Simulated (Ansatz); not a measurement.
# Au(111) / 3 layers Ti(0001) / Au(111): resistance against film thickness, part 2 of 2

How does the resistance across the layers grow with the film in Au(111) / 3 layers Ti(0001) / Au(111)?

Ansatz 0.2.0; Ansatz plane-wave DFT, LDA, PAW files; ballistic transport by layer matching (Landauer), zero bias.

So far. Step 2 (With 3 layers): The lead's potential steps by 5.9 meV from period to period, small in itself. The program estimates the junction's conductance to 12 % from the k-mesh, 0.9 % from the leads' distance from neutral and 4.1 % from their steps. Step 3 (With 5 layers, film layers 5): The conductance of the junction is 9.3e13 S/m², 53 % under the 2.0e14 S/m² of the last finished run.

### 4. With 6 layers, film layers 6

The stack now holds 6 film layers; the k-mesh follows the cell, and the energies span -0.27 to 0.27 eV.

System of this step: Au(111) / 6 layers Ti(0001) / Au(111). The cell holds 14 atoms: 8 Au and 6 Ti. Cell: a = 2.884 Å, b = 2.884 Å, c = 33.589 Å, α = 92.5°, β = 87.5°, γ = 120.0°. It derives from Au and Ti. Regions: lead, 8 atoms (8 Au); films, 6 atoms (6 Ti). The structure is stacked along c, and the current runs across the ab planes.

input.yaml

```yaml
crystal:
  lattice:
    - [2.8837582304, 0.0, 0.0]
    - [-1.4418791152, 2.4974078859, 0.0]
    - [1.4418791152, -0.8324692953, 33.5478900795]
  atoms:
    - { symbol: Au, position: [0.9883024003, 0.0116975997, 0.0350927991] }
    - { symbol: Au, position: [0.2982405342, 0.7017594658, 0.1052783974] }
    - { symbol: Au, position: [0.6081786681, 0.3918213319, 0.1754639956] }
    - { symbol: Au, position: [0.918116802, 0.081883198, 0.2456495939] }
    - { symbol: Ti, position: [0.2275715575, 0.7724284425, 0.3172853275] }
    - { symbol: Ti, position: [0.5365429345, 0.4634570655, 0.3903711965] }
    - { symbol: Ti, position: [0.1788476448, 0.8211523552, 0.4634570655] }
    - { symbol: Ti, position: [0.4878190218, 0.5121809782, 0.5365429345] }
    - { symbol: Ti, position: [0.1301237322, 0.8698762678, 0.6096288035] }
    - { symbol: Ti, position: [0.4390951092, 0.5609048908, 0.6827146725] }
    - { symbol: Au, position: [0.7485498646, 0.2514501354, 0.7543504061] }
    - { symbol: Au, position: [0.0584879985, 0.9415120015, 0.8245360044] }
    - { symbol: Au, position: [0.3684261325, 0.6315738675, 0.8947216026] }
    - { symbol: Au, position: [0.6783642664, 0.3216357336, 0.9649072009] }
kpoints:
  mp_grid: { grid: [15, 15, 1] }
hamiltonian:
  xc: lda
scf:
  occupations: { method: fermi_dirac, width: 0.1 }
output:
  transmission:
    leads: [[0, 1]]
    kmesh: [30, 30]
    e_range: [-0.27, 0.27]
    de: 0.036
  write_potential: true
  write_density: true
  volumetric_format: npy
```

Started as:

```sh
$ ansatz run input.yaml --threads 4 --pin off --max-ram 8192MiB --backend cpu --events-out ev --progress --plain --runs-dir out
```

Numbers of over 12 decimals in the logs are rounded to 6 here.

What it wrote:

```text
[...]
--- Transmission ---
  basis      : 61 plane waves across, 49 finite elements along
  points     : 241, standing for a mesh of 30 x 30
[...]
filled         : 26.6 meV over the level at which it is neutral
    channels       : 7.966667e-1 a spin
[...]
slowest decay  : 0.0848 /Å at (-0.0667, 0.0667)
  junction   : crystal 0 to crystal 0, 0.70 to 31.89 Å
    transmission   : 8.309065e-2 a spin
[...]
resistance     : 8.8035e-3 Ω µm² beyond half of each lead's own
[key lines of the parts left out:]
SCF converged after 11 iterations
Free energy (F): -117621.728147 eV
Fermi energy:    17.088401 eV
```

It took 2.9 min on 4 threads of Arm Neoverse V2, shared host; peak memory 1.8 GiB; 11 min of CPU time.

Numbers from this step:

- free energy: -117621.7281 eV
- energy at zero smearing: -117621.5459 eV
- Fermi energy: 17.09 eV
- step of the lead's potential: 7.2 meV
- conductance of the junction: 1.00e14 S/m²
- junction conductance per cell: 0.09319 G₀
- estimated errors of the junction's conductance: 0.3, 0, 12, 15.9, 0.1 % (energy step, band edges, k-mesh, leads' steps, distance from neutral)
- area resistance that the stack adds (contact term taken off, spin by spin): 8.804 fΩ m²

Per spin. The transmission, zone mean by energy, zero at the Fermi level:

```tsv
energy (eV)	transmission, zone mean
-0.270	0.104
-0.234	0.119
-0.198	0.129
-0.162	0.119
-0.126	0.123
-0.090	0.131
-0.054	0.0868
-0.018	0.0848
0.018	0.0831
0.054	0.102
0.090	0.116
0.126	0.182
0.162	0.241
0.198	0.280
0.234	0.384
0.270	0.378
```

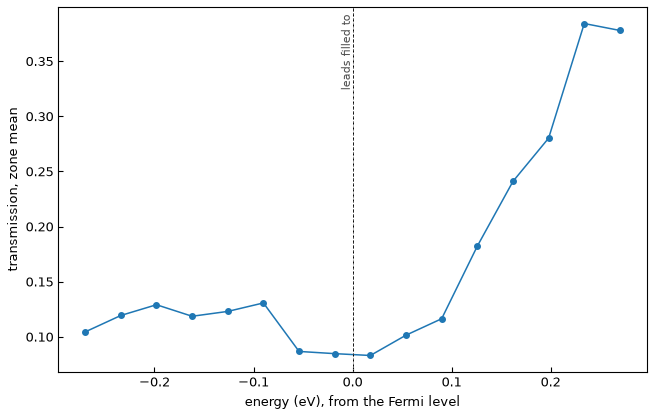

Transmission, zone mean, plotted against energy.

The conductance of the junction is 1.0e14 S/m², 8.3 % over the 9.3e13 S/m² of the last finished run, within the error estimates, leads' steps apart, of 11 and 12 %. The estimate from the leads' steps, 16 %, is larger still.

### 5. With 8 layers, film layers 8

The stack now holds 8 film layers; the k-mesh follows the cell, and the energies span -0.27 to 0.27 eV.

System of this step: Au(111) / 8 layers Ti(0001) / Au(111). The cell holds 16 atoms: 8 Au and 8 Ti. Its edges and angles: a = 2.884 Å, b = 2.884 Å, c = 38.488 Å, α = 92.1°, β = 87.9°, γ = 120.0°. It derives from Au and Ti. Regions: lead, 8 atoms (8 Au); films, 8 atoms (8 Ti). The structure is stacked along c, and the current runs across the ab planes.

input.yaml

```yaml
crystal:
  lattice:
    - [2.8837582304, 0.0, 0.0]
    - [-1.4418791152, 2.4974078859, 0.0]
    - [1.4418791152, -0.8324692953, 38.4516434785]
  atoms:
    - { symbol: Au, position: [0.9897941998, 0.0102058002, 0.0306174005] }
    - { symbol: Au, position: [0.3027159328, 0.6972840672, 0.0918522015] }
    - { symbol: Au, position: [0.6156376659, 0.3843623341, 0.1530870024] }
    - { symbol: Au, position: [0.9285593989, 0.0714406011, 0.2143218034] }
    - { symbol: Ti, position: [0.2410593989, 0.7589406011, 0.2768218034] }
    - { symbol: Ti, position: [0.5531376659, 0.4468623341, 0.3405870024] }
    - { symbol: Ti, position: [0.1985492662, 0.8014507338, 0.4043522015] }
    - { symbol: Ti, position: [0.5106275332, 0.4893724668, 0.4681174005] }
    - { symbol: Ti, position: [0.1560391335, 0.8439608665, 0.5318825995] }
    - { symbol: Ti, position: [0.4681174005, 0.5318825995, 0.5956477985] }
    - { symbol: Ti, position: [0.1135290008, 0.8864709992, 0.6594129976] }
    - { symbol: Ti, position: [0.4256072678, 0.5743927322, 0.7231781966] }
    - { symbol: Au, position: [0.7381072678, 0.2618927322, 0.7856781966] }
    - { symbol: Au, position: [0.0510290008, 0.9489709992, 0.8469129976] }
    - { symbol: Au, position: [0.3639507338, 0.6360492662, 0.9081477985] }
    - { symbol: Au, position: [0.6768724668, 0.3231275332, 0.9693825995] }
kpoints:
  mp_grid: { grid: [15, 15, 1] }
hamiltonian:
  xc: lda
scf:
  occupations: { method: fermi_dirac, width: 0.1 }
output:
  transmission:
    leads: [[0, 1]]
    kmesh: [30, 30]
    e_range: [-0.27, 0.27]
    de: 0.036
  write_potential: true
  write_density: true
  volumetric_format: npy
```

What it wrote:

```text
[...]
Crystal: 16 atoms, lattice volume = 276.926 Å³
Basis set: ecut = 420 eV, 5415 PW (Γ)
Bands: 149, of which v1, the nominal top of the filled ones, is band 124 counted from 1 (123 counted from 0)
Symmetry: 4 space group operations
k-points: 64 of 225
[...]
--- Transmission ---
  basis      : 61 plane waves across, 55 finite elements along
  points     : 241, standing for a mesh of 30 x 30
[...]
filled         : 27.7 meV over the level at which it is neutral
    channels       : 7.966667e-1 a spin
[...]
slowest decay  : 0.0849 /Å at (-0.0667, 0.0667)
  junction   : crystal 0 to crystal 0, 0.70 to 36.80 Å
    transmission   : 4.187413e-2 a spin
[...]
resistance     : 1.7094e-2 Ω µm² beyond half of each lead's own
[key lines of the parts left out:]
SCF converged after 11 iterations
Free energy (F): -122522.230390 eV
Fermi energy:    16.536745 eV
```

Elapsed: 3.5 min, on 4 threads; peak memory 2.2 GiB.

Numbers from this step:

```
free energy                                                                : -122522.2304 eV
energy at zero smearing                                                    : -122522.0052 eV
Fermi energy                                                               : 16.54 eV
step of the lead's potential                                               : 7 meV
lead conductance per cell                                                  : 0.7942 G₀
conductance of the junction                                                : 5.48e13 S/m²
junction conductance per cell                                              : 0.05089 G₀
estimated errors of the junction's conductance                             : 1.5, 0, 15.1, 21.5, 6.1 % (energy step, band edges, k-mesh, leads' steps, distance from neutral)
area resistance that the stack adds (contact term taken off, spin by spin) : 17.09 fΩ m²
```

Per spin. Transmission, zone mean against energy, zero at the Fermi level:

```tsv
energy (eV)	transmission, zone mean
-0.270	0.104
-0.234	0.106
-0.198	0.104
-0.162	0.0995
-0.126	0.0799
-0.090	0.0572
-0.054	0.0340
-0.018	0.0360
0.018	0.0419
0.054	0.0541
0.090	0.120
0.126	0.183
0.162	0.305
0.198	0.320
0.234	0.308
0.270	0.235
```

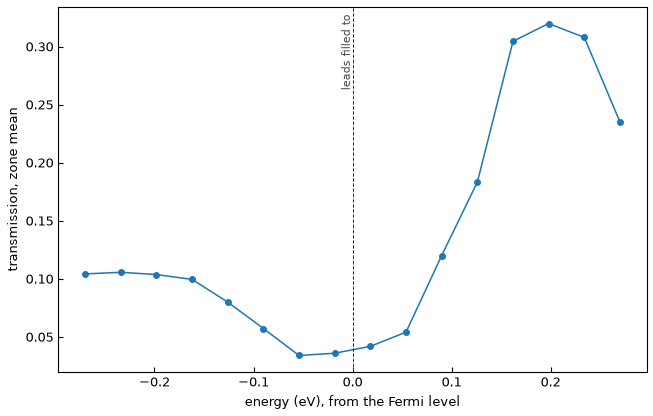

Transmission, zone mean against energy.

The conductance of the junction is 5.5e13 S/m², 45 % under the 1.0e14 S/m² of the last finished run.

### 6. With 10 layers, film layers 10

The stack now holds 10 film layers; the k-mesh follows the cell, and the energies span -0.27 to 0.27 eV.

System of this step: Au(111) / 10 layers Ti(0001) / Au(111). The cell holds 18 atoms: 8 Au and 10 Ti. Cell: a = 2.884 Å, b = 2.884 Å, c = 43.387 Å, α = 91.9°, β = 88.1°, γ = 120.0°. It derives from Au and Ti. Regions: lead, 8 atoms (8 Au); films, 10 atoms (10 Ti). The structure is stacked along c, and the current runs across the ab planes.

input.yaml

```yaml
crystal:
  lattice:
    - [2.8837582304, 0.0, 0.0]
    - [-1.4418791152, 2.4974078859, 0.0]
    - [1.4418791152, -0.8324692953, 43.3553968775]
  atoms:
    - { symbol: Au, position: [0.9909485366, 0.0090514634, 0.0271543903] }
    - { symbol: Au, position: [0.3061789431, 0.6938210569, 0.0814631708] }
    - { symbol: Au, position: [0.6214093495, 0.3785906505, 0.1357719514] }
    - { symbol: Au, position: [0.936639756, 0.063360244, 0.190080732] }
    - { symbol: Ti, position: [0.25149613, 0.74850387, 0.24551161] }
    - { symbol: Ti, position: [0.5659784715, 0.4340215285, 0.3020645856] }
    - { symbol: Ti, position: [0.2137941463, 0.7862058537, 0.3586175611] }
    - { symbol: Ti, position: [0.5282764878, 0.4717235122, 0.4151705367] }
    - { symbol: Ti, position: [0.1760921626, 0.8239078374, 0.4717235122] }
    - { symbol: Ti, position: [0.4905745041, 0.5094254959, 0.5282764878] }
    - { symbol: Ti, position: [0.1383901789, 0.8616098211, 0.5848294633] }
    - { symbol: Ti, position: [0.4528725204, 0.5471274796, 0.6413824389] }
    - { symbol: Ti, position: [0.1006881952, 0.8993118048, 0.6979354144] }
    - { symbol: Ti, position: [0.4151705367, 0.5848294633, 0.75448839] }
    - { symbol: Au, position: [0.7300269107, 0.2699730893, 0.809919268] }
    - { symbol: Au, position: [0.0452573171, 0.9547426829, 0.8642280486] }
    - { symbol: Au, position: [0.3604877236, 0.6395122764, 0.9185368292] }
    - { symbol: Au, position: [0.6757181301, 0.3242818699, 0.9728456097] }
kpoints:
  mp_grid: { grid: [15, 15, 1] }
hamiltonian:
  xc: lda
scf:
  occupations: { method: fermi_dirac, width: 0.1 }
output:
  transmission:
    leads: [[0, 1]]
    kmesh: [30, 30]
    e_range: [-0.27, 0.27]
    de: 0.036
  write_potential: true
  write_density: true
  volumetric_format: npy
```

What it wrote:

```text
[...]
Crystal: 18 atoms, lattice volume = 312.242 Å³
Basis set: ecut = 420 eV, 6097 PW (Γ)
Bands: 164, of which v1, the nominal top of the filled ones, is band 136 counted from 1 (135 counted from 0)
Symmetry: 4 space group operations
k-points: 64 of 225
[...]
--- Transmission ---
  basis      : 61 plane waves across, 61 finite elements along
  points     : 241, standing for a mesh of 30 x 30
[...]
filled         : 26.3 meV over the level at which it is neutral
    channels       : 7.966667e-1 a spin
[...]
slowest decay  : 0.0848 /Å at (-0.0667, 0.0667)
  junction   : crystal 0 to crystal 0, 0.70 to 41.70 Å
    transmission   : 4.917301e-2 a spin
[...]
resistance     : 1.6582e-2 Ω µm² beyond half of each lead's own
[key lines of the parts left out:]
SCF converged after 11 iterations
Free energy (F): -127422.732094 eV
Fermi energy:    16.108161 eV
```

The job ended after 4.3 min (4 threads; peak memory 2.7 GiB).

Numbers from this step:

```
free energy                                                                : -127422.7321 eV
energy at zero smearing                                                    : -127422.4639 eV
Fermi energy                                                               : 16.11 eV
lead conductance per cell                                                  : 0.7941 G₀
conductance of the junction                                                : 5.63e13 S/m²
junction conductance per cell                                              : 0.05236 G₀
estimated errors of the junction's conductance                             : 2.2, 0, 15.3, 30.7, 17.5 % (energy step, band edges, k-mesh, leads' steps, distance from neutral)
area resistance that the stack adds (contact term taken off, spin by spin) : 16.58 fΩ m²
```

Per spin. Table of transmission, zone mean by energy, zero at the Fermi level:

```tsv
energy (eV)	transmission, zone mean
-0.270	0.0926
-0.234	0.0892
-0.198	0.0868
-0.162	0.0756
-0.126	0.0805
-0.090	0.0356
-0.054	0.0280
-0.018	0.0317
0.018	0.0492
0.054	0.0887
0.090	0.156
0.126	0.148
0.162	0.191
0.198	0.237
0.234	0.288
0.270	0.273
```

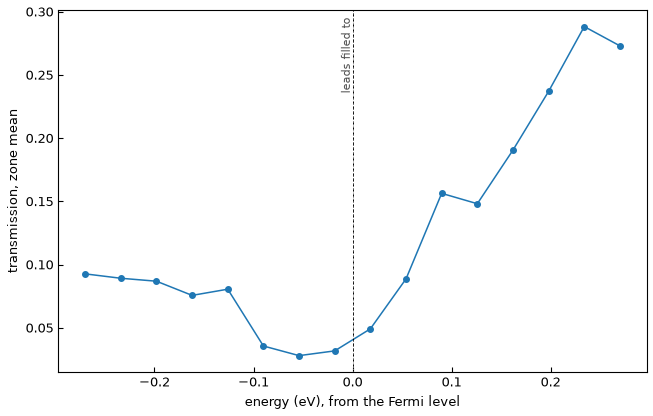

Transmission, zone mean, plotted against energy.

The conductance of the junction is 5.6e13 S/m², 2.9 % over the 5.5e13 S/m² of the last finished run, within the error estimates, leads' steps apart, of 15 and 18 %. The estimate from the leads' steps, 31 %, is larger still.

### 7. All levels side by side

Times are for 4 threads of Arm Neoverse V2, shared host. Results by setting:

```tsv
no.	film layers	area resistance that the stack adds (contact term taken off, spin by spin) (fΩ m²)	conductance of the junction (S/m²)	time	memory (GiB)
1	3	3.947	1.95e14	1.8 min	0.94
2	5	9.627	9.26e13	71 s	1.2
3	6	8.804	1.00e14	2.9 min	1.8
4	8	17.09	5.48e13	3.5 min	2.2
5	10	16.58	5.63e13	4.3 min	2.7
```

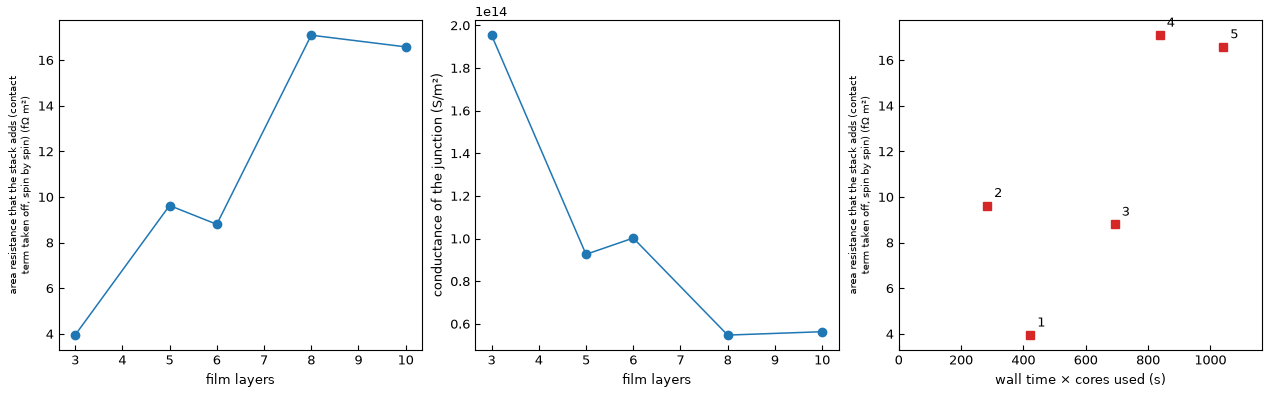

The series as plots; the last panel sets the first result against cost, with the runs numbered as in the table.

### 8. With 5 layers

This step: Ansatz plane-wave DFT, LDA, PAW files; ballistic transport by layer matching (Landauer), zero bias; changed: output.transmission.temperature = 0, scf.max_iter = 75 (Ansatz 0.2.0).

System of this step: Au(111) / 5 layers Ti(0001) / Au(111). The cell holds 13 atoms: 8 Au and 5 Ti. Cell: a = 2.884 Å, b = 2.884 Å, c = 31.096 Å, α = 90.0°, β = 90.0°, γ = 120.0°. It derives from Au and Ti. Regions: lead, 8 atoms (8 Au); films, 5 atoms (5 Ti). The structure is stacked along c, and the current runs across the ab planes.

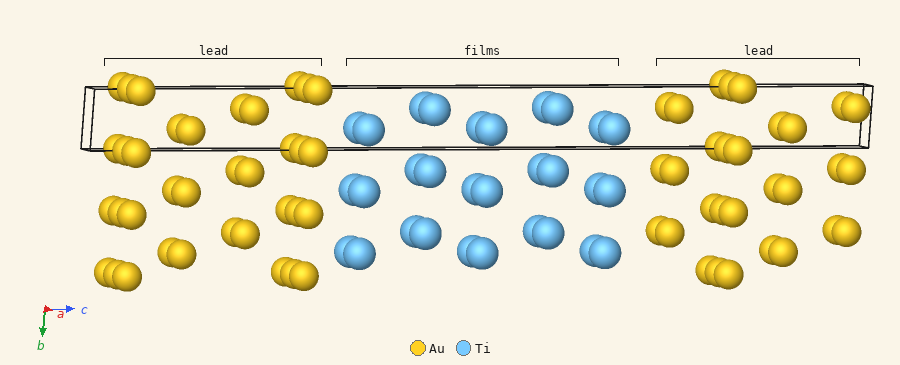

The cell of this step (gold yellow, titanium blue). 2×3×1 cells are drawn. Some periodic images of atoms are drawn too.

input.yaml

```yaml
crystal:
  lattice:
    - [2.8837582304, 0.0, 0.0]
    - [-1.4418791152, 2.4974078859, 0.0]
    - [0.0, 0.0, 31.09601338]
  atoms:
    - { symbol: Au, position: [0.0, 0.0, 0.0378598167] }
    - { symbol: Au, position: [0.3333333333, 0.6666666667, 0.1135794502] }
    - { symbol: Au, position: [0.6666666667, 0.3333333333, 0.1892990837] }
    - { symbol: Au, position: [0.0, 0.0, 0.2650187171] }
    - { symbol: Ti, position: [0.3333333333, 0.6666666667, 0.3423028271] }
    - { symbol: Ti, position: [0.6666666667, 0.3333333333, 0.4211514135] }
    - { symbol: Ti, position: [0.3333333333, 0.6666666667, 0.5] }
    - { symbol: Ti, position: [0.6666666667, 0.3333333333, 0.5788485865] }
    - { symbol: Ti, position: [0.3333333333, 0.6666666667, 0.6576971729] }
    - { symbol: Au, position: [0.6666666667, 0.3333333333, 0.7349812829] }
    - { symbol: Au, position: [0.0, 0.0, 0.8107009163] }
    - { symbol: Au, position: [0.3333333333, 0.6666666667, 0.8864205498] }
    - { symbol: Au, position: [0.6666666667, 0.3333333333, 0.9621401833] }
kpoints:
  mp_grid: { grid: [15, 15, 1] }
hamiltonian:
  xc: lda
scf:
  occupations: { method: fermi_dirac, width: 0.1 }
  max_iter: 75
output:
  transmission:
    leads: [[0, 1]]
    kmesh: [30, 30]
    e_range: [-0.27, 0.27]
    de: 0.036
    temperature: 0
  write_potential: true
  write_density: true
  volumetric_format: npy
```

What it wrote:

```text
Error: invalid value for `output.transmission.temperature`: must be finite and ≥ 1.2; got 0 K
```

It took 0.11 s on 4 threads; peak memory 0.087 GiB.

The input was rejected at the start.

The program's message: “Error: invalid value for `output.transmission.temperature`: must be finite and ≥ 1.2; got 0 K”

The change that led to it: output.transmission.temperature = 0.

### 9. Summary of results

- area resistance, 3 layers: 3.95 fΩ m²
- area resistance, 5 layers: 9.63 fΩ m²
- area resistance, 6 layers: 8.80 fΩ m²
- area resistance, 8 layers: 17.1 fΩ m²
- area resistance, 10 layers: 16.6 fΩ m²

The stack adds 3.9 fΩ m² with 3 layers and 17 fΩ m² with 10. From 5 to 10 layers it grows by 72 %; nothing scatters inside a perfect film, so this is no ohmic growth, and the error estimates, with the leads' steps, cover all of it. With an hcp and an fcc partner, odd and even counts of layers end in unlike stacking at the second interface, which mixes with the effect of thickness. Atoms sit on ideal sites and aren't relaxed. Spin-orbit coupling is left out, which matters for Au. The program's error estimates for the conductances, leads' steps apart, run from 11 to 18 %. The program's estimate of the error from the leads' steps alone runs to 31 %, although the steps are small; only longer leads would test it. Ti(0001) is compressed by 2.2 % in plane to fit Au(111), at its own atomic volume.

[Logs are printed without paths, hosts, clocks, repeated set-up lines and the standing remarks that a program may print on its own settings, such as how far it seeks lower states.]

[Hosts, paths, dates, database ids (printed as entryN), source tags and the programs' standing remarks are cut or masked in the printed files.]
